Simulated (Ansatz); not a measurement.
Cell and atoms:

```cif
data_structure
_symmetry_space_group_name_H-M 'P 1'
_symmetry_Int_Tables_number 1
_cell_length_a 3.1113
_cell_length_b 3.1113
_cell_length_c 3.1113
_cell_angle_alpha 90.000
_cell_angle_beta 90.000
_cell_angle_gamma 90.000
_cell_volume 30.12
loop_
_atom_site_label
_atom_site_type_symbol
_atom_site_fract_x
_atom_site_fract_y
_atom_site_fract_z
_atom_site_occupancy
Mo1 Mo 0.00000 0.00000 0.00000 1
Mo2 Mo 0.50000 0.50000 0.50000 1
```

Question: Interpret the file: composition, symmetry and coordination.

Answer: The element is molybdenum. The symmetry is that of Im-3m (No. 229), on a body-centred cubic lattice. It adopts the structure known as body-centred cubic (W type). The cell holds two atoms. Each Mo has eight Mo in a cubic arrangement at 2.69 Å. Not all metal-metal contacts are counted. The bonds build a three-dimensional framework.

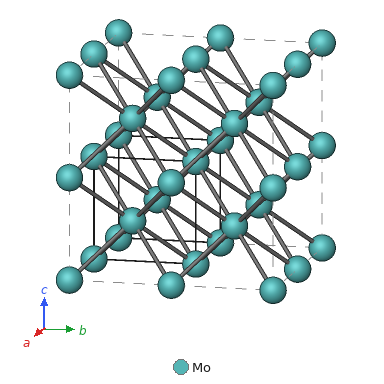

Crystal structure, ball-and-stick style, seen slightly off an axis. The drawing covers 2×2×2 cells, and the solid lines enclose one conventional unit cell. Colours: molybdenum teal.

Its origin is a structure listed in the Materials Project. Earlier steps of the study may have refined or changed the cell and positions. A calculation with Ansatz used it as input.
